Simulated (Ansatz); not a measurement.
# Cu: what the fields show

The calculation's input:

```
crystal:
  lattice:
    - [2.5340966698, 0.0, 0.0]
    - [-1.2670483349, 2.1945920917, 0.0]
    - [0.0, 0.0, 4.112571]
  atoms:
    - { symbol: Cu, position: [0.3333333333, 0.6666666667, 0.25], spin: 1.2 }
    - { symbol: Cu, position: [0.6666666667, 0.3333333333, 0.75], spin: 1.2 }
magnetization:
  spin_polarized: true
  initial_magnetization: 2.4
  spin_locking: { lock_magnetization: hard }
kpoints:
  mp_grid: { grid: [17, 17, 9] }
scf:
  occupations: { method: fermi_dirac, width: 0.1 }
  lower_state_search: "off"
hamiltonian:
  xc: r2scan
  pseudopotentials: { kind: paw }
output:
  forces: true
  stress: true
  eigenvalues: true
  write_density: true
  write_potential: true
  elf: true
  volumetric_format: npy
```

Launched as:

```sh
ansatz run input.yaml --threads 1 --pin off --max-ram 3072MiB --backend cpu --events-out ev --progress --plain --runs-dir out
```

Below, planes, directions and counts refer to the conventional cell (a = 2.53 Å, b = 2.53 Å, c = 4.11 Å, α = 90.00°, β = 90.00°, γ = 120.00°).

Space group P6₃/mmc; a structure from a database of computed crystals, not necessarily the ambient phase; computed pressure about 22 GPa in this cell; spin-polarised.

The calculation used DFT, r2SCAN, PAW with Ansatz's default frozen-core files, scalar-relativistic in Ansatz 0.2.0.

In a PAW calculation such maps are meaningful between the atoms, not at the nuclei.

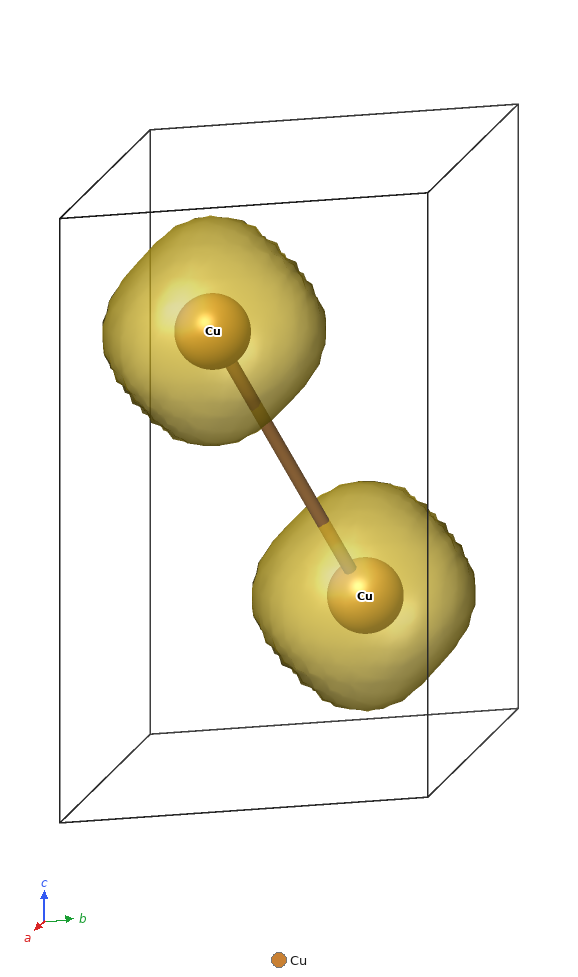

Figure 1. Isosurfaces of the spin density (up minus down) at +0.1 (yellow) and −0.1 e/Å³ (cyan), seen slightly off an axis. Sticks mark near contacts.

**Which atoms carry the moments, and with what signs?**

The spin density sits on Cu: +0.9 μB (×2) in one cell of 2 atoms: parallel moments (a ferromagnetic arrangement) in this solution. The cell of the calculation (2 atoms) carries 2.4 μB of net spin moment. Only one sign reaches the isovalue.

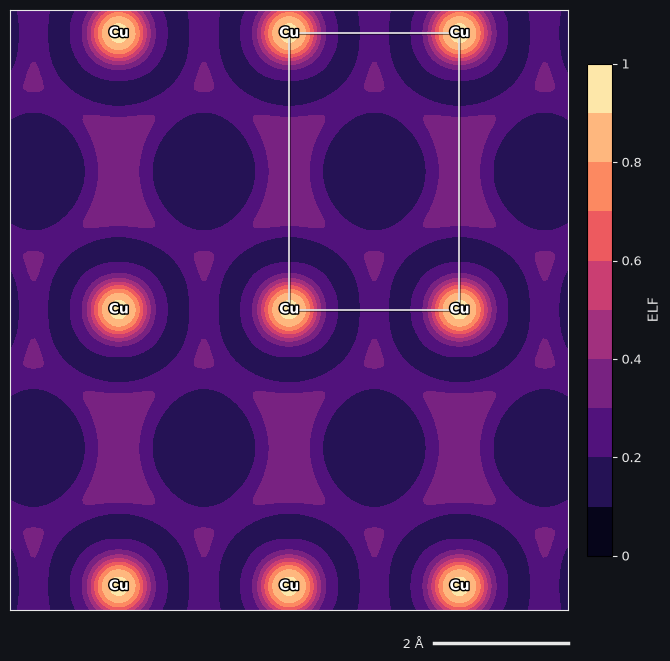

Figure 2. Electron localisation function on the (100) plane of the conventional cell.

**Read the bonding off the picture.**

The section cuts through Cu sites.
Atoms just off the plane (Cu, 0.7 Å away) can leave unmarked features too.
Cu–Cu (2.53 Å): the ELF is about 0.25 at the midpoint: no localised pair shows between them.
The features right at Cu lie inside the PAW spheres, where the map follows smoothed inner orbitals and isn't to be read closely.

**Does the calculation make it a metal, or give it a gap?**

It is gapless in this calculation (a metal or semimetal).
